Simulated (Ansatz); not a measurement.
## Single-point calculation of NiGe

System: NiGe (2 atoms in the cell).
Method: DFT r2SCAN, scalar-relativistic, plane waves, PAW, spin-polarised (Ansatz 0.2.0).

The structure was built on a prototype by a generator; it need not be a known phase.

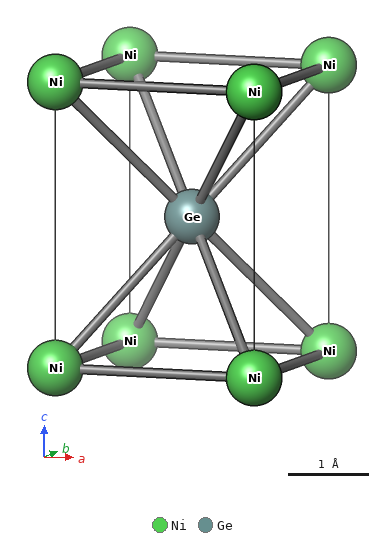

Figure 1. The structure as given in the input (ball-and-stick view of the cell of the calculation, seen slightly off an axis). An atom can appear more than once, as a periodic image.

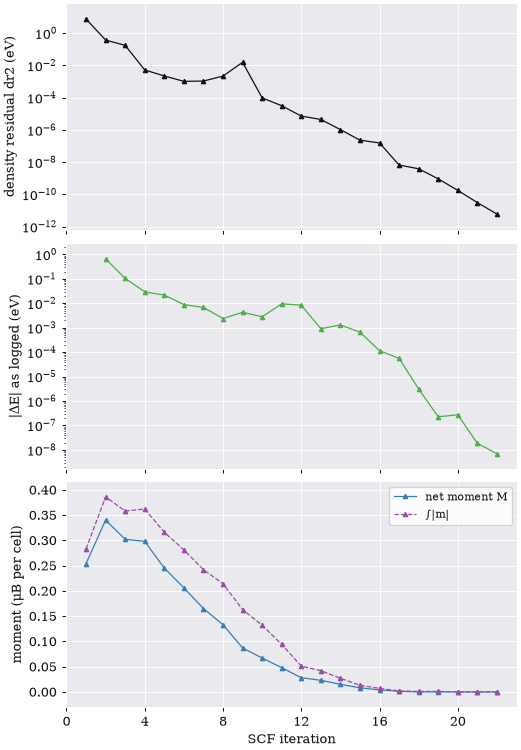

Figure 2. Convergence of the self-consistent field: density residual dr2, size of the energy change and magnetic moment against the SCF iteration. The residual falls unevenly and jumps up by a factor of two or more 2 times on the way down. The net moment goes from 0.3 to 0.0 μB per cell, and ∫|m| falls to zero.

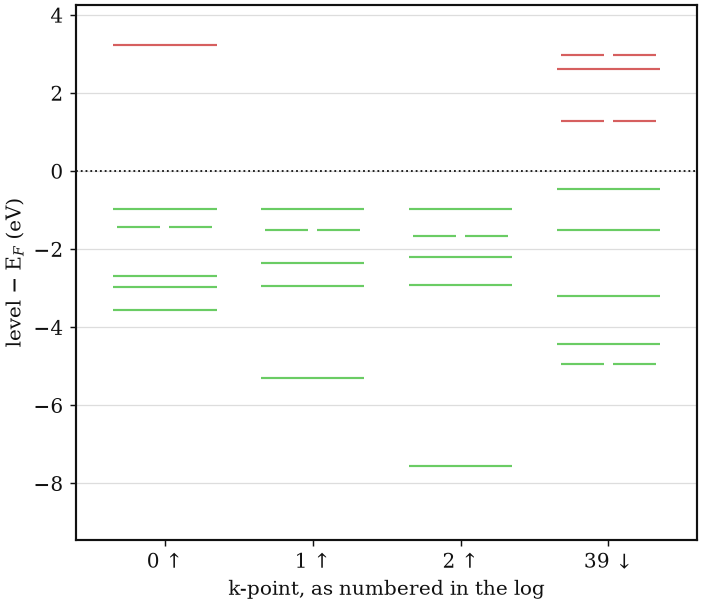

Figure 3. Kohn–Sham levels near the Fermi level (dotted) at the few k-points that the log prints; levels within 0.02 eV of each other stand side by side. The system is metallic on the full mesh.

The input that produced these results follows, with the program's output.

The input
```yaml
crystal:
  lattice:
    - [2.6719410039, 0.0, 0.0]
    - [0.0, 2.6719410039, 0.0]
    - [0.0, 0.0, 3.6338397653]
  atoms:
    - { symbol: Ni, position: [0.0, 0.0, 0.0], spin: 1.0 }
    - { symbol: Ge, position: [0.5, 0.5, 0.5] }
basis:
  ecutwfc: 500
kpoints:
  mp_grid: { grid: [6, 6, 6] }
hamiltonian:
  xc: r2scan
scf:
  occupations: { method: gaussian, width: 0.1 }
  lower_state_search: "off"
output:
  forces: true
  stress: true
  eigenvalues: true
  populations: true
magnetization:
  spin_polarized: true
```

Launch command:
```bash
ansatz run input.yaml --threads 1 --pin off --max-ram 2560MiB --backend cpu --events-out ev --progress --plain --runs-dir out
```

Output
```
Engine: ansatz 0.2.0, x86_64-unknown-linux-gnu
Pseudopotentials: kind: paw
Pseudopotential: Ni, paw, valence charge 18, recommended cutoff 500 eV (meta_gga), Ni.paw.azcp
Pseudopotential: Ge, paw, valence charge 14, recommended cutoff 500 eV (meta_gga), Ge.paw.azcp
Functional definition: r2SCAN
  parameter k0 = 0.174
  parameter k1 = 0.065
  parameter a1 = 4.9479
  exchange = r2scan_x(k0 = k0, k1 = k1, a1 = a1)
  correlation = r2scan_c
Crystal: 2 atoms, lattice volume = 25.943 Å³
Basis set: ecut = 500 eV, 657 PW (Γ), exchange–correlation on 80×80×108 points (64 copies of the dense FFT grid, shifted against one another)
Bands: 21, of which v1, the nominal top of the filled ones, is band 16 counted from 1 (15 counted from 0)
Symmetry: 16 space group operations
Space group: P4/mmm (ITA 123), of the structure as read, at distance tolerance 3.0e-5 Å
Magnetic group: BNS 123.339 (UNI 999), of the structure as read, at distance tolerance 3.0e-5 Å
k-points: 40 of 216
Non-local potential: Ni, projectors of the file, l = 0: 3, l = 1: 2, l = 2: 3, l = 3: 1
Non-local potential: Ge, projectors of the file, l = 0: 2, l = 1: 2, l = 2: 3, l = 3: 1
PAW form: soft (Blöchl's): semilocal exchange-correlation on the pseudo side does not see the compensation charge
PAW frozen core: Ni, regenerated for the run's functional (the file was generated under x = pbe(κ = 0.804, μ = 0.2195149727645171), c = pbe(β = 0.06672455060314922))
PAW frozen core: Ge, regenerated for the run's functional (the file was generated under x = pbe(κ = 0.804, μ = 0.2195149727645171), c = pbe(β = 0.06672455060314922))
PAW one-centre angular grid: Ni, 590 points (default); XC on 160 Gauss nodes
PAW one-centre angular grid: Ge, 590 points (default); XC on 160 Gauss nodes
Initial density: superposition of atomic densities (chi_scale 0.1, normalization cell)
Starting moments: Σ|m| = 1 μB on 1 of 2 sites
Initial wavefunctions: pseudopotential atomic-orbital guess
Functional: x = r2scan, c = r2scan; τ floored in thin density (d = 2e-4 eV/Å³)
SCF iter   1: F=-10142.500070 eV  HF=-10148.729584 eV  |F-HF|=6.23e0  |Δ(HF+E_count)|=         —  Δρ=1.56e-1 (↑3.77e-2 ↓1.56e-1)  dr2=7.58e0  dr2_τ=2.71e-2  dr2_m=9.37e-1  M=0.254 μB ∫|m|=0.283 μB  β_m=0.30  ethr=3.10e-3  ⟨swp⟩=4.3  Hψ=6699  notcnv=0
preconditioner: auto → none  [metal: Δε(μ)=0.032 eV  Ē_g=19.614 eV  σ=0.100 eV  W_gap=0.18  n_scr=6 (ndim 8)  ℏωp=35.7 eV  f_vac=0.000  D(μ)=1.41/eV (n_scr^D=14)  sad-step TF]
SCF iter   2: F=-10147.775128 eV  HF=-10148.066666 eV  |F-HF|=2.92e-1  |Δ(HF+E_count)|=   6.63e-1  Δρ=4.03e-2 (↑3.61e-2 ↓4.03e-2)  dr2=3.77e-1  dr2_τ=6.28e-3  dr2_m=2.84e-1  M=0.340 μB ∫|m|=0.386 μB  β_m=0.30  ethr=3.10e-3  ⟨swp⟩=2.9  Hψ=4335  notcnv=0  defer=63  κ⁻¹=1.0e0(r=1)
SCF iter   3: F=-10147.874356 eV  HF=-10147.963068 eV  |F-HF|=8.87e-2  |Δ(HF+E_count)|=   1.04e-1  Δρ=3.64e-2 (↑2.25e-2 ↓3.64e-2)  dr2=1.76e-1  dr2_τ=9.43e-4  dr2_m=1.83e-1  M=0.302 μB ∫|m|=0.358 μB  β_m=0.30  ethr=1.18e-3  ⟨swp⟩=2.5  Hψ=3197  notcnv=0  defer=60  κ⁻¹=1.4e-2(r=2)
SCF iter   4: F=-10147.959365 eV  HF=-10147.933612 eV  |F-HF|=2.58e-2  |Δ(HF+E_count)|=   2.95e-2  Δρ=2.18e-2 (↑2.18e-2 ↓1.78e-2)  dr2=5.26e-3  dr2_τ=4.30e-4  dr2_m=8.99e-2  M=0.298 μB ∫|m|=0.362 μB  β_m=0.30  ethr=5.51e-4  ⟨swp⟩=2.2  Hψ=2726  notcnv=0  defer=60  κ⁻¹=2.4e-4(r=3)
SCF iter   5: F=-10147.967458 eV  HF=-10147.955191 eV  |F-HF|=1.23e-2  |Δ(HF+E_count)|=   2.16e-2  Δρ=2.01e-2 (↑1.70e-2 ↓2.01e-2)  dr2=2.23e-3  dr2_τ=3.78e-4  dr2_m=8.11e-2  M=0.245 μB ∫|m|=0.316 μB  β_m=0.30  ethr=1.64e-5  ⟨swp⟩=2.1  Hψ=4194  notcnv=0  defer=55  κ⁻¹=3.4e-5(r=4)
SCF iter   6: F=-10147.974970 eV  HF=-10147.964062 eV  |F-HF|=1.09e-2  |Δ(HF+E_count)|=   8.87e-3  Δρ=1.75e-2 (↑1.75e-2 ↓1.56e-2)  dr2=1.03e-3  dr2_τ=2.74e-4  dr2_m=6.50e-2  M=0.206 μB ∫|m|=0.281 μB  β_m=0.30  ethr=6.96e-6  ⟨swp⟩=2.1  Hψ=2777  notcnv=0  defer=55  κ⁻¹=3.2e-6(r=5)
SCF iter   7: F=-10147.978280 eV  HF=-10147.970852 eV  |F-HF|=7.43e-3  |Δ(HF+E_count)|=   6.79e-3  Δρ=1.68e-2 (↑1.45e-2 ↓1.68e-2)  dr2=1.08e-3  dr2_τ=2.45e-4  dr2_m=5.80e-2  M=0.165 μB ∫|m|=0.242 μB  β_m=0.58  ethr=3.23e-6  ⟨swp⟩=2.2  Hψ=2931  notcnv=0  defer=55
Mixer restart at iter 7: flushing history
spin-set hold released at iteration 7 (site moments contracting): the magnetisation degrees of freedom join the quasi-Newton model from the next iteration; the mixer history was flushed
SCF iter   8: F=-10147.980914 eV  HF=-10147.973210 eV  |F-HF|=7.70e-3  |Δ(HF+E_count)|=   2.36e-3  Δρ=1.13e-2 (↑1.13e-2 ↓8.08e-3)  dr2=2.19e-3  dr2_τ=1.03e-4  dr2_m=2.21e-2  M=0.133 μB ∫|m|=0.214 μB  β_m=0.90  ethr=3.23e-6  ⟨swp⟩=2.0  Hψ=3318  notcnv=0  defer=55  κ⁻¹=1.0e0(r=1)
SCF iter   9: F=-10147.973099 eV  HF=-10147.968917 eV  |F-HF|=4.18e-3  |Δ(HF+E_count)|=   4.29e-3  Δρ=8.09e-3 (↑1.49e-3 ↓8.09e-3)  dr2=1.57e-2  dr2_τ=3.00e-5  dr2_m=3.00e-3  M=0.087 μB ∫|m|=0.163 μB  β_m=1.20  ethr=3.23e-6  ⟨swp⟩=2.1  Hψ=3444  notcnv=0  defer=55  κ⁻¹=3.5e-1(r=2)
SCF iter  10: F=-10147.988558 eV  HF=-10147.971726 eV  |F-HF|=1.68e-2  |Δ(HF+E_count)|=   2.81e-3  Δρ=1.87e-3 (↑1.81e-3 ↓1.87e-3)  dr2=9.80e-5  dr2_τ=2.91e-6  dr2_m=6.53e-4  M=0.067 μB ∫|m|=0.132 μB  β_m=1.02  ethr=3.23e-6  ⟨swp⟩=2.0  Hψ=3814  notcnv=0  defer=53  κ⁻¹=9.7e-4(r=3)
SCF iter  11: F=-10147.990571 eV  HF=-10147.981257 eV  |F-HF|=9.31e-3  |Δ(HF+E_count)|=   9.53e-3  Δρ=1.11e-3 (↑9.19e-4 ↓1.11e-3)  dr2=3.17e-5  dr2_τ=1.58e-6  dr2_m=2.02e-4  M=0.048 μB ∫|m|=0.094 μB  β_m=1.15  ethr=3.06e-7  ⟨swp⟩=2.2  Hψ=3083  notcnv=0  defer=53  κ⁻¹=3.9e-4(r=4)
SCF iter  12: F=-10147.992054 eV  HF=-10147.989616 eV  |F-HF|=2.44e-3  |Δ(HF+E_count)|=   8.36e-3  Δρ=6.26e-4 (↑5.36e-4 ↓6.26e-4)  dr2=7.23e-6  dr2_τ=2.14e-7  dr2_m=7.56e-5  M=0.028 μB ∫|m|=0.051 μB  β_m=1.20  ethr=9.90e-8  ⟨swp⟩=3.0  Hψ=4072  notcnv=0  defer=53  κ⁻¹=1.9e-5(r=5)
SCF iter  13: F=-10147.992243 eV  HF=-10147.990529 eV  |F-HF|=1.71e-3  |Δ(HF+E_count)|=   9.12e-4  Δρ=4.60e-4 (↑3.34e-4 ↓4.60e-4)  dr2=4.47e-6  dr2_τ=7.58e-8  dr2_m=3.63e-5  M=0.023 μB ∫|m|=0.042 μB  β_m=1.20  ethr=2.26e-8  ⟨swp⟩=2.1  Hψ=2974  notcnv=0  defer=53  κ⁻¹=1.7e-5(r=6)
SCF iter  14: F=-10147.992481 eV  HF=-10147.991825 eV  |F-HF|=6.56e-4  |Δ(HF+E_count)|=   1.30e-3  Δρ=3.02e-4 (↑2.61e-4 ↓3.02e-4)  dr2=1.05e-6  dr2_τ=3.20e-8  dr2_m=1.85e-5  M=0.015 μB ∫|m|=0.027 μB  β_m=1.20  ethr=1.40e-8  ⟨swp⟩=3.0  Hψ=4052  notcnv=0  defer=53  κ⁻¹=1.0e-5(r=7)
SCF iter  15: F=-10147.992614 eV  HF=-10147.992481 eV  |F-HF|=1.33e-4  |Δ(HF+E_count)|=   6.56e-4  Δρ=1.45e-4 (↑1.45e-4 ↓1.40e-4)  dr2=2.32e-7  dr2_τ=1.01e-8  dr2_m=4.52e-6  M=0.008 μB ∫|m|=0.013 μB  β_m=1.20  ethr=3.28e-9  ⟨swp⟩=3.0  Hψ=4179  notcnv=0  defer=53  κ⁻¹=7.2e-7(r=8)
SCF iter  16: F=-10147.992641 eV  HF=-10147.992596 eV  |F-HF|=4.55e-5  |Δ(HF+E_count)|=   1.15e-4  Δρ=7.85e-5 (↑6.37e-5 ↓7.85e-5)  dr2=1.56e-7  dr2_τ=3.94e-9  dr2_m=1.08e-6  M=0.004 μB ∫|m|=0.007 μB  β_m=1.20  ethr=3.13e-10  ⟨swp⟩=9.1  Hψ=9520  notcnv=0  κ⁻¹=4.7e-7(r=8)
SCF iter  17: F=-10147.992654 eV  HF=-10147.992651 eV  |F-HF|=2.71e-6  |Δ(HF+E_count)|=   5.56e-5  Δρ=1.83e-5 (↑1.75e-5 ↓1.83e-5)  dr2=6.65e-9  dr2_τ=3.01e-10  dr2_m=6.88e-8  M=0.001 μB ∫|m|=0.002 μB  β_m=1.20  ethr=3.13e-10  ⟨swp⟩=4.5  Hψ=9260  notcnv=0  κ⁻¹=7.2e-7(r=8)
SCF iter  18: F=-10147.992655 eV  HF=-10147.992655 eV  |F-HF|=3.99e-7  |Δ(HF+E_count)|=   3.09e-6  Δρ=8.31e-6 (↑8.31e-6 ↓5.11e-6)  dr2=3.90e-9  dr2_τ=5.10e-11  dr2_m=8.33e-9  M=0.000 μB ∫|m|=0.001 μB  β_m=1.20  ethr=2.08e-11  ⟨swp⟩=5.9  Hψ=7611  notcnv=0  κ⁻¹=4.0e-6(r=8)
SCF iter  19: F=-10147.992655 eV  HF=-10147.992655 eV  |F-HF|=2.17e-7  |Δ(HF+E_count)|=   2.27e-7  Δρ=6.97e-6 (↑5.75e-6 ↓6.97e-6)  dr2=9.23e-10  dr2_τ=2.20e-11  dr2_m=9.40e-9  M=0.000 μB ∫|m|=0.001 μB  β_m=0.45  ethr=1.22e-11  ⟨swp⟩=5.0  Hψ=6004  notcnv=0  κ⁻¹=5.6e-6(r=8)
iter 20 did not close the SCF: its close was put off for a magnetic moment that had not settled (scf_convergence_deferred on its scf_iter line)
SCF iter  20: F=-10147.992655 eV  HF=-10147.992655 eV  |F-HF|=2.33e-8  |Δ(HF+E_count)|=   2.73e-7  Δρ=1.80e-6 (↑1.15e-6 ↓1.80e-6)  dr2=1.79e-10  dr2_τ=1.90e-12  dr2_m=4.86e-10  M=-0.000 μB ∫|m|=0.000 μB  β_m=1.20  ethr=2.88e-12  ⟨swp⟩=5.6  Hψ=6986  notcnv=0  κ⁻¹=3.1e-6(r=8)
iter 21 did not close the SCF: its close was put off for a magnetic moment that had not settled (scf_convergence_deferred on its scf_iter line)
SCF iter  21: F=-10147.992655 eV  HF=-10147.992655 eV  |F-HF|=5.87e-9  |Δ(HF+E_count)|=   1.86e-8  Δρ=1.09e-6 (↑8.00e-7 ↓1.09e-6)  dr2=3.12e-11  dr2_τ=8.08e-13  dr2_m=2.01e-10  M=0.000 μB ∫|m|=0.000 μB  β_m=1.20  ethr=1.00e-12  ⟨swp⟩=1.7  Hψ=6215  notcnv=0  κ⁻¹=3.2e-6(r=8)
SCF iter  22: F=-10147.992655 eV  HF=-10147.992655 eV  |F-HF|=8.84e-10  |Δ(HF+E_count)|=   6.92e-9  Δρ=3.76e-7 (↑2.03e-7 ↓3.76e-7)  dr2=6.07e-12  dr2_τ=1.08e-13  dr2_m=1.70e-11  M=0.000 μB ∫|m|=0.000 μB  ethr=1.00e-12  ⟨swp⟩=1.9  Hψ=5275  notcnv=0
WARN: the starting moments were not kept: the SCF closed with an absolute magnetisation of 2.7e-5 μB, where they sum to 1 μB in size (1 site). That is at most 0.1 of that sum. Measured as dr2_m measures the in/out step, that magnetisation stands 1.3e-9 eV from none, at or under the dr2_threshold of 1.0e-7 eV: it is no larger than a step whose dr2_m would equal this threshold. The system may hold no moment; this SCF shows only that its start led to no more than that. To try another start: raise the starting moments (crystal.atoms[].spin, magnetization.per_species, magnetization.initial_magnetization, or on a non-collinear deck that types none of these the spinor_matrix: blocks that start its atoms; where the total moment is fixed, keep their sum and leave initial_magnetization as it is; typed ones take the place of any that the run laid by itself, positive ones on a crystal's lanthanoids without a Hubbard term where scf.initial_density.shell_occupations: [] is typed) or, if the notice of its spin-set hold's release reads "site moments contracting" or "site moments show no strong build", lengthen the hold (scf.mixing.spin_hold: { on: { confirm: 4 } }; for m-r²SCAN on two components see the key's manual first). Each may lead to a state that holds a moment. A second SCF, from the converged charge density, with the starting moments and any scf.initial_density.shell_occupations laid on it anew, would have followed, and was not run: the deck does not ask for one (magnetization.retry_lost_moments is false, the default). To let it run, set magnetization.retry_lost_moments: true and run the deck again, where that key's refused combinations let it; where memory then withholds it, that run's warning says so.
SCF 1 converged in 22 iterations: F = -10147.992655 eV  dr2 = 6.07e-12
  greatest PAW one-centre occupation: 1.002 electrons in one spin orbital (limit 2), on the Ni atom at site 0 (counted from 0), in its partial waves of l = 1
this state was not tested for a lower state beside it, because the mixer in use, unlike msr1, does not test its closes by its own steps (another_mixer; see scf.mixing.algorithm and scf.lower_state_search)
SCF converged after 22 iterations
Magnetization: 0.0000 μB (16.0000 up, 16.0000 down)
Absolute magnetization: 0.0000 μB (∫|ρ↑−ρ↓|, with the PAW one-centre terms)
Spin contamination: 0.0000 ħ² per cell (⟨S²⟩ above its minimum at these occupations)
Per-site moments (μB) at R_I (Å): [(1.7637023221382635e-5, 1.0812562349587231), (2.768796005021645e-6, 1.0812562349587231)]
Free energy (F): -10147.992655 eV
Harris-Foulkes:  -10147.992655 eV  (|F-HF|=8.84e-10)
Internal energy: -10147.989421 eV  (E = F + TS)
E sigma→0 (E₀):  -10147.991038 eV
Entropy (-TS):   -0.003234 eV (-1.617 meV/atom)
Fermi energy:    16.338842 eV
--- Per-component energies (eV) ---
  E_band       = -394.415439
  E_kinetic    = 396.838476
  E_local      = -5635.389159  (includes V_loc(G=0)·N_el)
  E_nonlocal   = 1069.121887
  E_hartree    = 2424.225977
  E_xc         = -147.689105
  E_vxc        = -184.720644  (∫ρ·V_xc dr)
  E_paw        = -3686.486715  (= ΣΔE_a)
  E_vpaw       = -901.178403  (= ΣTr[D̂ρ^β])
  E_aug_tail   = 0.000251  (compensation charges beyond the density's cutoff)
  E_vtau       = 12.460369  (kinetic-family band-sum trace: ∫τ·v_τ [+ j·A + Jᵃ·Aᵃ] dr)
  E_ewald      = -4567.225200
  E_core_change = -1.385834  (= ΣΔE_core)
  E_smearing   = -0.003234  (= −TS)
  E_closure    = -0.000000  (closes the sum)
  Σ components = -10147.992655   (vs F -10147.992655, Δ=0.00e0)
--- Forces (eV/Å), atoms counted from 1 ---
  atom   1  Ni    -0.00000000     0.00000000     0.00000000
  atom   2  Ge     0.00000000    -0.00000000    -0.00000000
  max |Σ_I F_I| component: 4.98e-29 eV/Å
--- Stress (GPa, compression-positive) ---
        0.013570      -0.000000      -0.000000
       -0.000000       0.013570       0.000000
       -0.000000       0.000000     -12.537326
  P = ⅓ Tr σ = -4.1701 GPa (-41.701 kbar)
--- Band table (eV; the first three rows and the last of 80) ---
  k-point 0 ↑: bands = ["-90.4075", "-49.4474", "-49.2867", "-49.2867", "-9.6577", "-9.4894", "-9.3737", "-9.3737", "-9.3682", "1.8891", "12.7857", "13.3702", "13.6436", "14.9086", "14.9086", "15.3616", "19.5632", "22.7032", "22.7032", "27.1737", "29.6293"]
  k-point 1 ↑: bands = ["-90.4075", "-49.4478", "-49.2867", "-49.2867", "-9.6573", "-9.4851", "-9.3741", "-9.3741", "-9.3681", "2.1605", "11.0539", "13.3875", "13.9946", "14.8260", "14.8260", "15.3618", "21.6492", "23.1236", "23.1236", "27.1349", "29.6775"]
  k-point 2 ↑: bands = ["-90.4075", "-49.4484", "-49.2866", "-49.2866", "-9.6565", "-9.4765", "-9.3748", "-9.3748", "-9.3679", "2.8592", "8.7792", "13.4225", "14.1523", "14.6716", "14.6716", "15.3624", "24.1484", "24.1484", "25.9201", "27.0518", "29.8138"]
  k-point 39 ↓: bands = ["-90.3988", "-49.4380", "-49.3371", "-49.3371", "-9.5656", "-9.4667", "-9.4667", "-9.3246", "-9.2750", "11.3931", "11.3931", "11.9099", "13.1393", "14.8390", "15.8912", "17.6145", "17.6145", "18.9544", "19.3236", "19.3236", "20.6534"]
--- Löwdin populations: 2 sites ---
  site symbol       q [e]    m [muB]
     0     Ni     17.5137     0.0000
     1     Ge     14.3136     0.0000
  spilling = 0.005397 (of n_electrons = 32.000000)
```

File populations.tsv
```
# site	symbol	l	j	q_up	q_dn
# orbitals = lowdin
# n_electrons = 32.000000
# spilling = 0.005397
0	Ni	0_3S	-	0.996261	0.996261
0	Ni	0_4S	-	0.269581	0.269584
0	Ni	1_3P	-	2.998238	2.998238
0	Ni	2_3D	-	4.492762	4.492744
1	Ge	0_4S	-	0.717893	0.717893
1	Ge	1_4P	-	1.440126	1.440121
1	Ge	2_3D	-	4.998803	4.998803
```

Summary

- outcome: converged
- space group (tolerance 0.01 Å): P4/mmm (123)
- electrons treated: 32
- free energy: −10147.9927 eV
- Fermi energy: 16.339 eV
- gap on the k-point mesh: none (metallic)
- net moment of the cell: 0.00 μB
- integrated absolute moment: 0.00 μB
- pressure: −4.17 GPa
- largest force (length of the vector): under 0.001 eV/Å
- hardware: 1 thread of Intel Xeon @ 2.50GHz (Skylake/Cascade Lake), 189 GiB of memory available, shared host
- wall time: 29 s
- peak memory: 0.41 GiB

Remarks

The electronic state found may not be the lowest one. The program warns: some starting moments were not kept; the state was not tested for a lower one.
